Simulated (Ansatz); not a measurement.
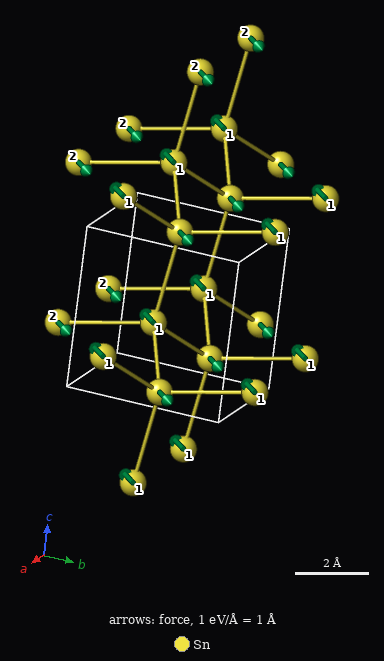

Starting geometry of a crystal of Sn (set up in P-1) with the computed forces as green arrows. Style: ball-and-stick. Shown: the cell of the calculation, reduced to other axes, repeated 2 × 1 × 2 with one cell outlined, slightly off an axis. Lengths and directions refer to the drawn axes.

Case: all atoms moved at random, sigma 0.15 Å for each component, cell strained at random, sigma 0.1; relaxed back.

Computed with DFT r2SCAN, scalar-relativistic, plane waves, PAW in Ansatz.

Input file:
```yaml
crystal:
  lattice:
    - [-0.134227792, 3.637989006, 3.2066772386]
    - [3.2329862848, 0.0618476763, 3.0106017703]
    - [3.1704497864, 3.3793770394, 0.1243841746]
  atoms:
    - { symbol: Sn, position: [0.4832498665, 0.5084964494, 0.4996063934] }
    - { symbol: Sn, position: [0.7667501335, 0.7415035506, 0.7503936066] }
basis:
  ecutwfc: 500
kpoints:
  mp_grid: { grid: [10, 10, 10] }
hamiltonian:
  xc: r2scan
scf:
  occupations: { method: gaussian, width: 0.15 }
output:
  forces: true
  stress: true
  eigenvalues: true
relax:
  adjacent_minimum: "off"
  f_tol: 0.01
  max_steps: 80
  cell: { stress_tol: 0.1 }
```

Command:
```bash
ansatz run input.yaml --threads 1 --pin off --max-ram 2560MiB --backend cpu --events-out ev --progress --plain --runs-dir out
```

Q: Is this structure relaxed? If not, where do the atoms go?

A: It isn't relaxed: the largest force vector, on Sn atoms, is 1.01 eV/Å. The final displacements follow the starting forces only in part (cosine between the two patterns 0.45). After 3 accepted moves (4 points after the start) the energy has fallen by 107 meV per atom. Largest force component: 0.87 eV/Å at the start, 0.0014 eV/Å at the end. The pressure goes from 1.47 to 0.03 GPa. At 1 point the geometry stayed and the basis and grid were re-selected for the new cell (energy shift of 0.2 meV per atom at most each time). The largest moves relative to the cell, 0.068 Å, are those of Sn1 and Sn2. Sn1 goes along [−2 −1 −2]. Cell: a 4.398 → 4.642 Å (+5.5 %), b 4.418 → 4.642 Å (+5.1 %), c 4.526 → 4.642 Å (+2.6 %), α 94.0° → 90.0°, β 113.2° → 120.0°, γ 116.6° → 120.0°. Volume +2.5 %. Some distances before and after: Sn1–Sn2 2.696 → 2.843 Å, Sn1–Sn2 (another image) 2.926 → 2.843 Å, Sn1–Sn2 (another image) 2.863 → 2.843 Å. Among the angles between lasting bonds that change: Sn2–Sn1–Sn2 99.5° → 109.5°, Sn2–Sn1–Sn2 118.3° → 109.5°, Sn2–Sn1–Sn2 104.6° → 109.4°. The space group (tolerance 0.01 Å) goes from P-1 (No. 2) to Fd-3m (No. 227).
